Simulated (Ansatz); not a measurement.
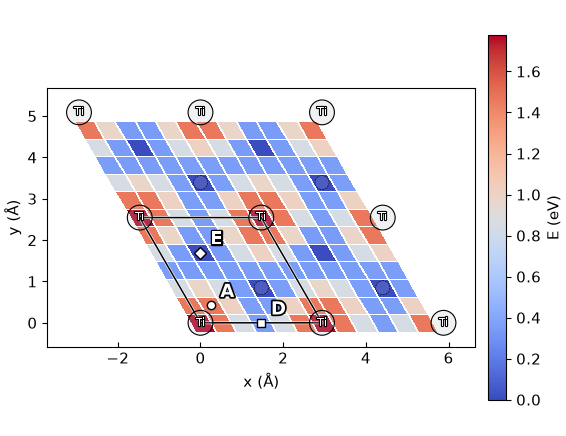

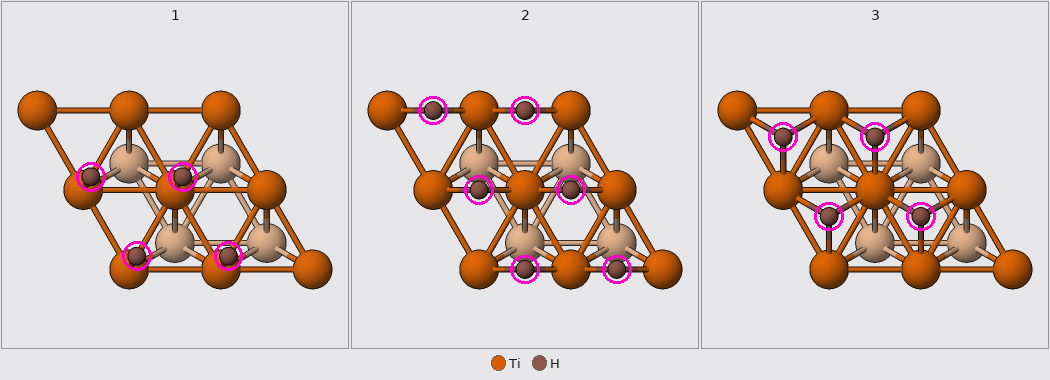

H on a Ti(001) slab cut from the P6_3/mmc phase, its upper half relaxed before the scan (5 atoms of substrate and one adsorbate in a 1 × 1 cell). 
- H is moved over the surface cell; relaxed at each place: the height of the adsorbate's atoms; substrate rigid; the origin of the map has the adsorbate above Ti5.
- Places are given modulo a cell vector. The map is drawn in real space over the plane of the surface.
- The scan uses a 6 × 6 grid; 10 points were computed and 26 follow by symmetry.
- Energies are in eV, from the lowest grid point.
- With one adsorbate in each 1 × 1 cell, its nearest image is 2.9 Å away, so neighbouring adsorbates interact.
- Level of theory: Ansatz, DFT PBE, scalar-relativistic, plane waves, PAW. Settings: cutoff 420 eV, k-mesh 9×9×1, gaussian smearing 0.1 eV, no spin polarisation.

In the figure: one coloured cell a grid point, labelled circles for the atoms of the top layer and small ones for the second layer, the outline of one cell of the 2 × 2 shown, lettered points. The numbered pictures are the structures at these points, in random order. Rings mark the moved atoms.

**Which structure belongs to which point?**

A is structure 1: (1/6, 1/6) of the cell vectors [nearest 1 Ti at 1.75 Å], 1.46 eV; D is structure 2: a bridge site between two Ti atoms, (3/6, 0/6) of the cell vectors, 0.35 eV; E is structure 3: a threefold hollow, (2/6, 4/6) of the cell vectors, 0.00 eV.

PAW datasets: the set soft_1.
